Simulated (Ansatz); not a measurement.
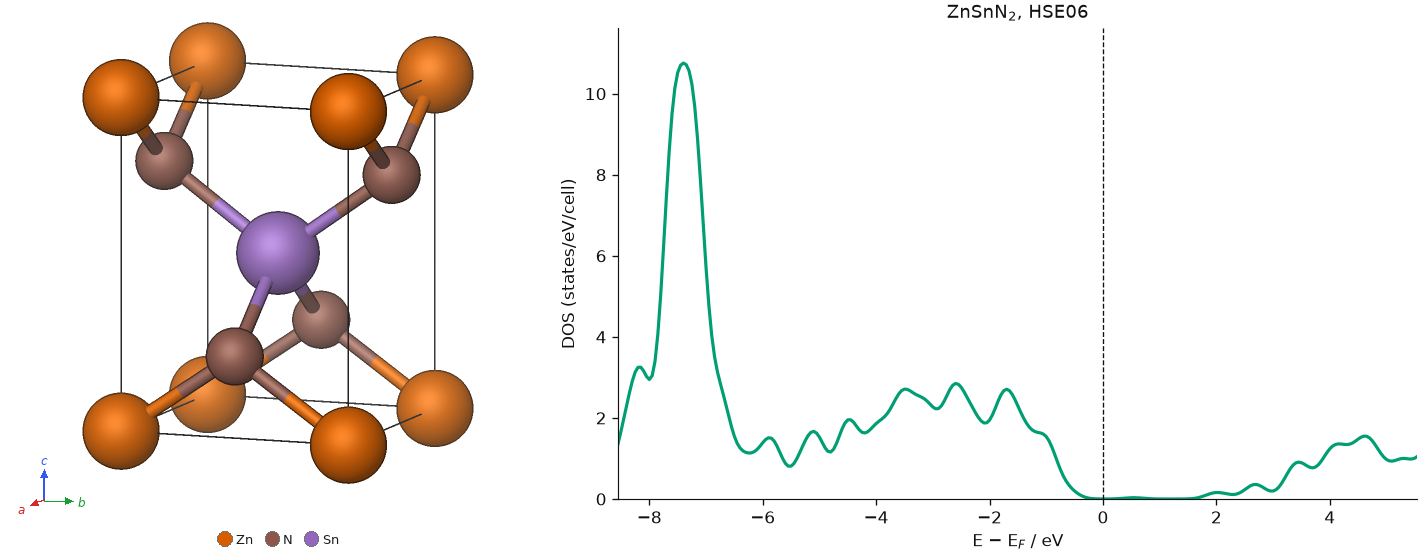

Density of states, beside the structure. Energies are counted from the Fermi level. The curve is built from the levels of the k mesh with Gaussians 0.4 eV wide, which also blur the band edges.

System: ZnSnN2, space group P-4m2, 4 atoms in the cell.

Space group P-4m2 (No. 115). a = 3.382 Å, b = 3.382 Å, c = 4.700 Å, α = 90.00°, β = 90.00°, γ = 90.00°
| atom | site | symmetry | x | y | z |
| --- | --- | --- | --- | --- | --- |
| Zn | 1a | -4m2 | 0.0000 | 0.0000 | 0.0000 |
| N | 2g | 2mm. | 0.0000 | 0.5000 | 0.2448 |
| Sn | 1c | -4m2 | 0.5000 | 0.5000 | 0.5000 |

Method: DFT, HSE06, plane waves, PAW, no spin polarisation, 6×6×4 k mesh, 420 eV cutoff, Fermi-Dirac smearing of 0.02 eV (Ansatz).

Question: Is there a gap at the Fermi level, and how wide?

Answer: There is a gap; over the k points computed it is 1.09 eV (direct among those points).

Question: Where is the tallest peak of the filled states in the window?

Answer: Within the window shown, the tallest peak of the filled states lies 6.9 eV under the valence-band top, at about 11 states per eV and cell.
